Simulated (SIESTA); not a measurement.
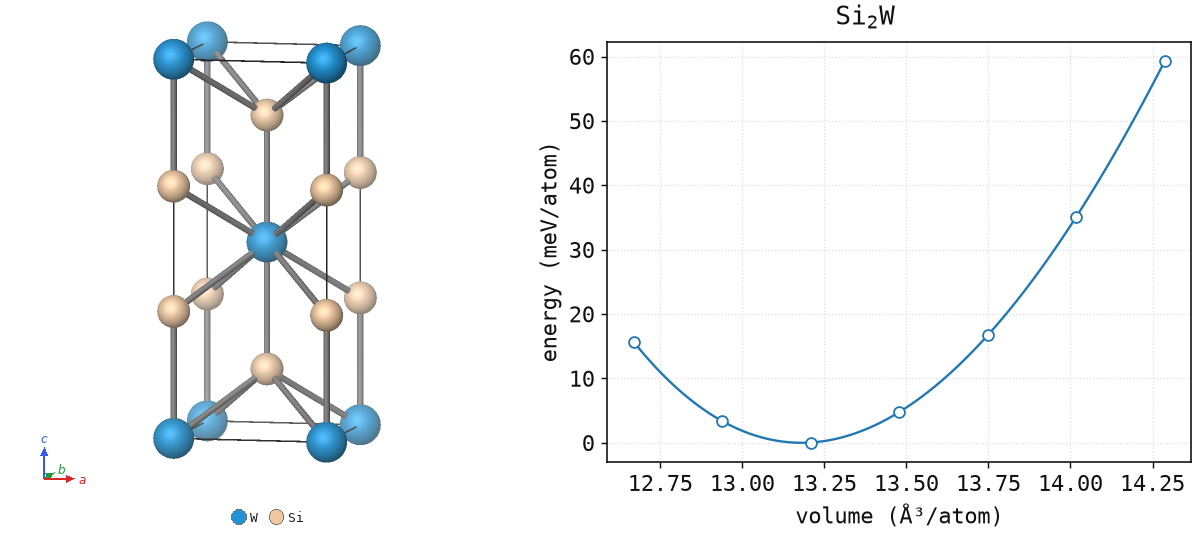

Plotted: energy against volume for Si₂W, space group I4/mmm (No. 139). The conventional cell is drawn beside the plot.

Starting cell:
```
CELL_PARAMETERS angstrom
-1.60690 1.60690 3.91495
1.60690 -1.60690 3.91495
1.60690 1.60690 -3.91495
ATOMIC_POSITIONS crystal
W 0.00000 0.00000 0.00000
Si 0.66530 0.66530 0.00000
Si 0.33470 0.33470 0.00000
```

Calculation (SIESTA 5.4.2): DFT in numerical atomic orbitals with pseudopotentials, no spin polarisation; energies at scaled volumes of the given cell, shape and fractions fixed, counted from the fit's minimum, third-order Birch-Murnaghan fit. Level: LDA.

- k mesh: 12×12×12
- occupations: Fermi–Dirac
- smearing width: 0.05 eV
- potentials: PseudoDojo 0.4 standard, converted to PSML, two zetas on semicore shells
- program settings: basis DZP, mesh cutoff 800 Ry

This calculation gives: equilibrium volume 13.18 Å³/atom and bulk modulus 236 GPa.

Now the level changes from LDA to PBEsol. How do these quantities change?

The equilibrium volume rises from 13.18 to 13.44 Å³/atom (+2.0 %) and the bulk modulus falls from 236 to 230 GPa (−2.5 %).

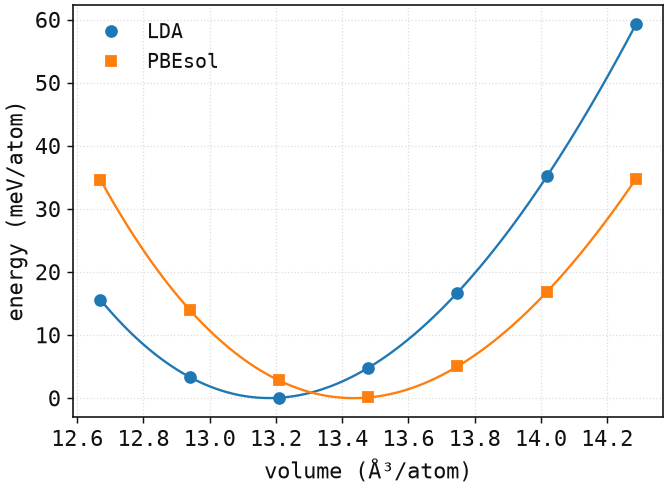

The two results together.

For both, limits of the calculation: mulliken charges of long orbitals; short basis over semicore shells; shape and atomic fractions are frozen while scaling, which makes layered, chain and framework solids too stiff.

V0 and the bulk modulus come from third-order Birch–Murnaghan fits.
